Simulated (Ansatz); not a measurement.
System: Bi2Te2PbS2 (R-3m).

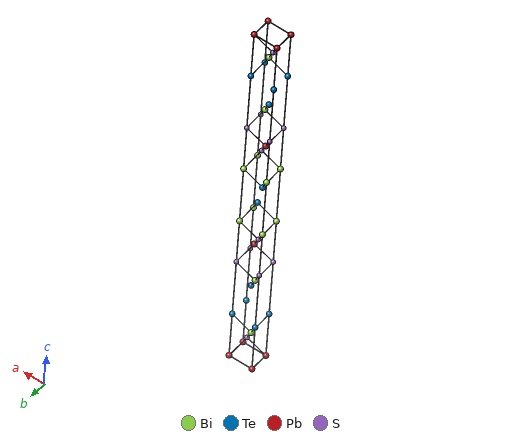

The structure (bismuth green, tellurium blue, lead red, sulfur purple). Bonds to atoms that aren't drawn are left out. Some periodic images of atoms are drawn too.

The structure is trigonal, space group R-3m (No. 166). The conventional cell has a = 4.270 Å, b = 4.270 Å, c = 40.413 Å, α = 90.00°, β = 90.00°, γ = 120.00°. Nearest to Bi lie 3 S at 3.02 Å and 3 Te at 3.04 Å. Nearest to Te lie 3 Bi at 3.04 Å. Nearest to Pb lie 6 S at 2.99 Å. Nearest to S lie 3 Pb at 2.99 Å and 3 Bi at 3.02 Å. Farther neighbours and most contacts between anions are not listed.

```cif
data_structure
_symmetry_space_group_name_H-M 'P 1'
_symmetry_Int_Tables_number 1
_cell_length_a 13.6947
_cell_length_b 13.6947
_cell_length_c 13.6947
_cell_angle_alpha 17.938
_cell_angle_beta 17.938
_cell_angle_gamma 17.938
_cell_volume 212.72
loop_
_atom_site_label
_atom_site_type_symbol
_atom_site_fract_x
_atom_site_fract_y
_atom_site_fract_z
_atom_site_occupancy
Bi1 Bi 0.58139 0.58139 0.58139 1
Bi2 Bi 0.41861 0.41861 0.41861 1
Te3 Te 0.87066 0.87066 0.87066 1
Te4 Te 0.12934 0.12934 0.12934 1
Pb5 Pb 0.00000 0.00000 0.00000 1
S6 S 0.29134 0.29134 0.29134 1
S7 S 0.70866 0.70866 0.70866 1
```

The cell and positions come from the Crystallography Open Database and are kept as given unless a step says otherwise. Spin-orbit coupling is left out unless a run names it. PAW set soft_2, made with PBE.

Gaps computed with Ansatz 0.2.0 without a self-energy: PBE 0.33 eV and HSE06 0.73 eV. The mean ε∞ by PBE perturbation theory is 19.90.

Q: Estimate the G0W0@PBE gap with 4×4×4 mesh, 1265 empty bands, screening to 190 eV, default PAW files.

About 0.63 eV: on its mesh the run moves the gap from 0.34 eV by +0.30 eV. Among the scalar-relativistic levels given, HSE06 is nearest (+0.10 eV). One-shot corrections scale roughly with one over ε∞, here 0.05. Bands and cutoff are finite, so the gap is not at the basis limit. The miss can reach some tenths of an eV and take either sign; the mesh is an error of its own. The many-body steps are scalar-relativistic: spin-orbit coupling is not in them.

[Paths, hosts, dates, memory and timing lines, banners, echoed tables and standing remarks are left out of the program output.]

[Logs are printed without paths, hosts, clocks, repeated set-up lines and the standing remarks that a program may print on its own settings, such as how far it seeks lower states.]

[Runs of the session that timed out or met a known fault of the program may be left out.]

[Cells called generated may have been cut or substituted from an entry of the Crystallography Open Database or the Materials Project.]

[Hosts, paths, dates, database ids (printed as entryN), source tags and the programs' standing remarks are cut or masked in the printed files.]
